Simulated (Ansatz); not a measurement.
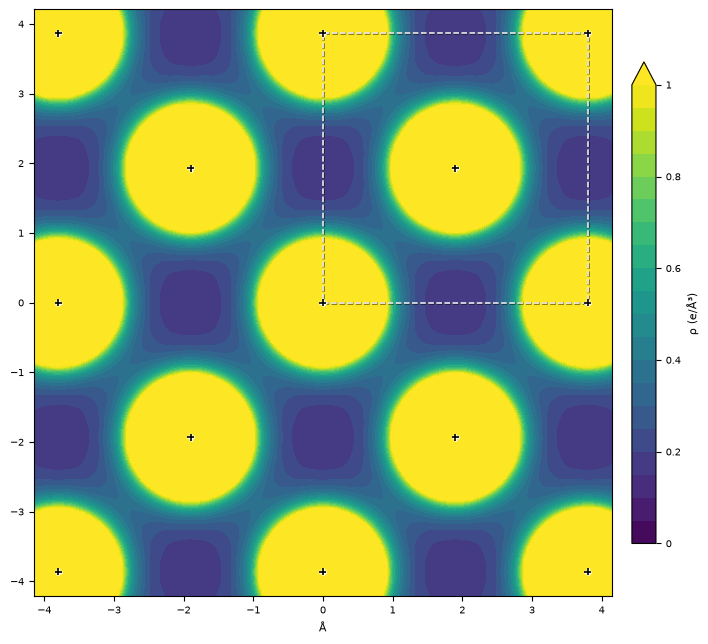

The valence charge density (pseudo) on a plane through atoms (crosses mark nuclei in the plane).

All numbers below come from DFT PBE, scalar-relativistic, plane waves, PAW (Ansatz 0.2.0).

Candidates:
A. Rh, a = 2.70 Å, b = 2.76 Å, c = 3.80 Å, α = 90.00°, β = 90.00°, γ = 90.00°. Space group Immm; a structure from a database of computed crystals, not necessarily the ambient phase; changed on purpose from its base cell (uniaxial strain along a, b, c and atoms relaxed: +2.0 %); computed pressure about −2 GPa in this cell; computed without spin polarisation.
B. Ge$_{2}$Sb$_{2}$Te$_{5}$, a = 4.26 Å, b = 4.26 Å, c = 18.07 Å, α = 90.00°, β = 90.00°, γ = 120.00°. Space group P-3m1; a structure from a database of computed crystals, not necessarily the ambient phase.
C. CsPbBr$_{3}$, a = 6.06 Å, b = 6.06 Å, c = 6.06 Å, α = 90.00°, β = 90.00°, γ = 90.00°. Space group Pm-3m; changed on purpose from its base cell (volume × 1.03).

### Which candidate gave the map?

Candidate A: Rh on the (110) plane of the conventional cell, which holds Rh. Rh–Rh (2.71 Å): ρ is about 0.36 e/Å³ halfway.
